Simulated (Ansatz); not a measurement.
**Si₂Mo: density, localisation and related maps**

Input

```
crystal:
  lattice:
    - [4.5840216862, 0.0, 0.0]
    - [-2.2920108431, 3.9698792317, 0.0]
    - [0.0, 0.0, 6.5770742336]
  atoms:
    - { symbol: Si, position: [0.1638644045, 0.8361355955, 0.8333333333] }
    - { symbol: Si, position: [0.327728809, 0.1638644045, 0.1666666667] }
    - { symbol: Si, position: [0.8361355955, 0.672271191, 0.5] }
    - { symbol: Si, position: [0.8361355955, 0.1638644045, 0.8333333333] }
    - { symbol: Si, position: [0.672271191, 0.8361355955, 0.1666666667] }
    - { symbol: Si, position: [0.1638644045, 0.327728809, 0.5] }
    - { symbol: Mo, position: [0.5, 0.0, 0.5] }
    - { symbol: Mo, position: [0.0, 0.5, 0.1666666667] }
    - { symbol: Mo, position: [0.5, 0.5, 0.8333333333] }
kpoints:
  mp_grid: { grid: [6, 6, 4] }
  band_path:
    path:
      - [[0.0, 0.0, 0.0], [0.5, 5.284064045902e-17, 2.992111026935e-19], [0.3333333333333, 0.3333333333333, 1.994740684623e-19], [0.0, 0.0, 0.0], [-6.10508741514e-36, -1.871178634925e-36, 0.5], [0.5, 5.280427864713e-17, 0.5], [0.3333333333333, 0.3333333333333, 0.5], [-6.10508741514e-36, -1.871178634925e-36, 0.5]]
      - [[0.5, 5.280427864713e-17, 0.5], [0.5, 5.284064045902e-17, 2.992111026935e-19]]
      - [[0.3333333333333, 0.3333333333333, 0.5], [0.3333333333333, 0.3333333333333, 1.994740684623e-19]]
    npoints: 10
hamiltonian:
  xc: pbe
scf:
  occupations: { method: fermi_dirac, width: 0.02 }
  n_extra_bands: 6
output:
  forces: true
  stress: true
  eigenvalues: true
  write_density: true
  write_potential: true
  elf: true
  volumetric_format: npy
```

Launched as:

```sh
ansatz run input.yaml --threads 4 --pin off --max-ram 7372MiB --backend cpu --events-out ev --progress --plain --runs-dir out
```

Below, planes, directions and counts refer to the conventional cell (a = 4.58 Å, b = 4.58 Å, c = 6.58 Å, α = 90.00°, β = 90.00°, γ = 120.00°).

Space group P6₂22; a structure from a database of computed crystals, not necessarily the ambient phase; started from the database structure prototype, which need not be the ambient phase; computed pressure about 4 GPa in this cell; computed without spin polarisation.

Method: DFT, PBE, plane waves, PAW (Ansatz).

The density is the valence pseudo-density of a PAW calculation; it isn't the true density close to the nuclei.

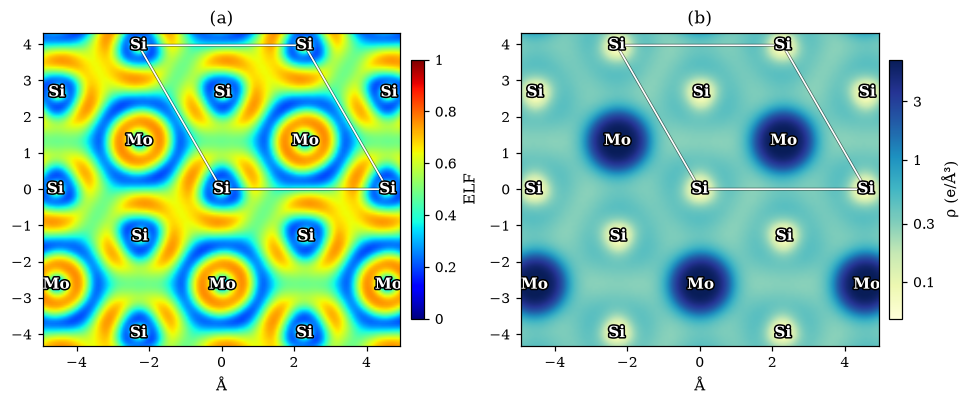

Figure 1. (a) ELF; (b) valence electron density on the (001) plane of the conventional cell.

> What does the map show?

Atoms in the plane: Si and Mo. Si–Si (2.60 Å): ρ is about 0.34 e/Å³ halfway; the ELF peaks at about 0.65 between the atoms. Si–Mo (2.64 Å): ρ at the midpoint is about 0.39 e/Å³; the ELF peaks at about 0.75 in the valence shell of Si, 0.9 Å from its nucleus, and is about 0.40 at the midpoint. Si–Si (2.67 Å): ρ is about 0.3 e/Å³ halfway; the ELF peaks at about 0.55 in the valence shell of Si, 0.9 Å from its nucleus, and is about 0.50 at the midpoint. Between the atoms the lowest density in this plane is 0.29 e/Å³. The features right at Mo lie inside the PAW spheres, where the map follows smoothed inner orbitals and isn't to be read closely.

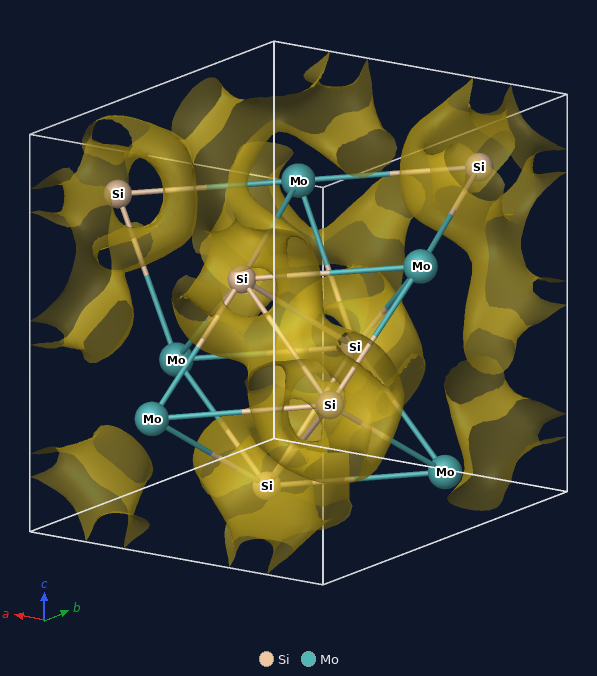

Figure 2. Isosurface of the ELF at 0.6 (yellow), seen at an oblique angle. Core shells and regions of very low density are left out. Sticks mark near contacts.

> Describe the localisation domains.

At this value the surface marks out channels that run through the cell in one direction, counted in one cell of 9 atoms. Any copies at cell faces, edges or corners count once.


Si–Si (2.55 Å): the ELF peaks at about 0.70 between the atoms. Si–Mo (2.57 Å): the ELF peaks at about 0.70 in the valence shell of Si, 0.9 Å from its nucleus, and is about 0.40 at the midpoint.
